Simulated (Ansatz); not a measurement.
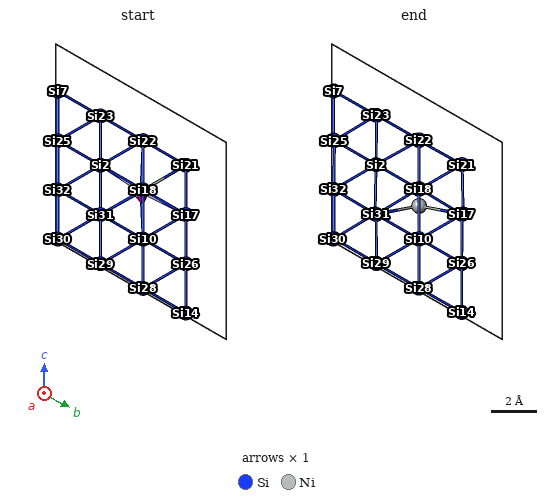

The structure of a defect cell of composition Si₃₂Ni before (left) and after (right) a relaxation, at one scale. The purple arrows give the displacements, at their true length.

Style: ball-and-stick. Shown: the cell of the calculation (origin shifted), along the a axis.

Case: Ni interstitial, charge +0, atoms relaxed.

These are results of Ansatz 0.2.0, DFT PBE, scalar-relativistic, plane waves, PAW, not measurements.

Input file:
```yaml
crystal:
  lattice:
    - [5.4700937585, 5.4700937585, -5.4700937585]
    - [-5.4700937585, -5.4700937585, -5.4700937585]
    - [-5.4700937585, 5.4700937585, 5.4700937585]
  atoms:
    - { symbol: Si, position: [0.25, 0.0, 0.0] }
    - { symbol: Si, position: [0.5, 0.75, 0.0] }
    - { symbol: Si, position: [0.75, 0.5, 0.0] }
    - { symbol: Si, position: [0.75, 0.0, 0.5] }
    - { symbol: Si, position: [0.0, 0.0, 0.25] }
    - { symbol: Si, position: [0.25, 0.75, 0.25] }
    - { symbol: Si, position: [0.5, 0.5, 0.25] }
    - { symbol: Si, position: [0.75, 0.25, 0.25] }
    - { symbol: Si, position: [0.0, 0.25, 0.0] }
    - { symbol: Si, position: [0.5, 0.0, 0.75] }
    - { symbol: Si, position: [0.75, 0.75, 0.75] }
    - { symbol: Si, position: [0.0, 0.75, 0.5] }
    - { symbol: Si, position: [0.25, 0.5, 0.5] }
    - { symbol: Si, position: [0.5, 0.25, 0.5] }
    - { symbol: Si, position: [0.0, 0.5, 0.75] }
    - { symbol: Si, position: [0.25, 0.25, 0.75] }
    - { symbol: Si, position: [0.25, 0.25, 0.0] }
    - { symbol: Si, position: [0.5, 0.0, 0.0] }
    - { symbol: Si, position: [0.75, 0.75, 0.0] }
    - { symbol: Si, position: [0.75, 0.25, 0.5] }
    - { symbol: Si, position: [0.0, 0.25, 0.25] }
    - { symbol: Si, position: [0.25, 0.0, 0.25] }
    - { symbol: Si, position: [0.5, 0.75, 0.25] }
    - { symbol: Si, position: [0.75, 0.5, 0.25] }
    - { symbol: Si, position: [0.0, 0.5, 0.0] }
    - { symbol: Si, position: [0.5, 0.25, 0.75] }
    - { symbol: Si, position: [0.75, 0.0, 0.75] }
    - { symbol: Si, position: [0.0, 0.0, 0.5] }
    - { symbol: Si, position: [0.25, 0.75, 0.5] }
    - { symbol: Si, position: [0.5, 0.5, 0.5] }
    - { symbol: Si, position: [0.0, 0.75, 0.75] }
    - { symbol: Si, position: [0.25, 0.5, 0.75] }
    - { symbol: Ni, position: [-0.0036471589, -0.0126019476, -0.0157691123], spin: 2.0 }
basis:
  ecutwfc: 420
  xc_grid: 2
kpoints:
  mp_grid: { grid: [2, 2, 2], shift: [0.5, 0.5, 0.5] }
hamiltonian:
  xc: pbe
scf:
  occupations: { method: gaussian, width: 0.02 }
output:
  forces: true
  stress: false
  eigenvalues: true
  populations: true
  write_density: true
  write_potential: true
  elf: true
  volumetric_format: npy
magnetization:
  spin_polarized: true
relax:
  adjacent_minimum: "off"
  f_tol: 0.02
  max_steps: 60
```

Launched with:
```bash
ansatz run input.yaml --threads 4 --pin off --max-ram 10240MiB --backend cpu --events-out ev --progress --plain --runs-dir out
```

Question: What changed between the two?

Answer: The largest move is that of Ni33, 0.68 Å roughly along −c. By element the largest moves are Ni 0.68 Å, Si 0.09 Å. The lattice vectors keep their values. Among the contacts that change: Si5–Ni33 2.469 → 3.139 Å, Si19–Ni33 2.736 → 3.281 Å, Si22–Ni33 2.776 → 3.282 Å, Si21–Ni33 2.871 → 3.281 Å. Bond angles that change, for instance: Si1–Ni33–Si27 129.2° → 160.7°, Si30–Si11–Ni33 177.5° → 158.9°, Si17–Ni33–Si27 90.6° → 109.1°. Over 7 geometry steps the energy falls by 0.142 eV per cell of the calculation. The largest force component goes from 0.55 to 0.0084 eV/Å. The program noted that the starting moments weren't kept. Cost: 4.1 min on 4 threads of Arm Neoverse V2 (shared host), peak memory 1.8 GiB.
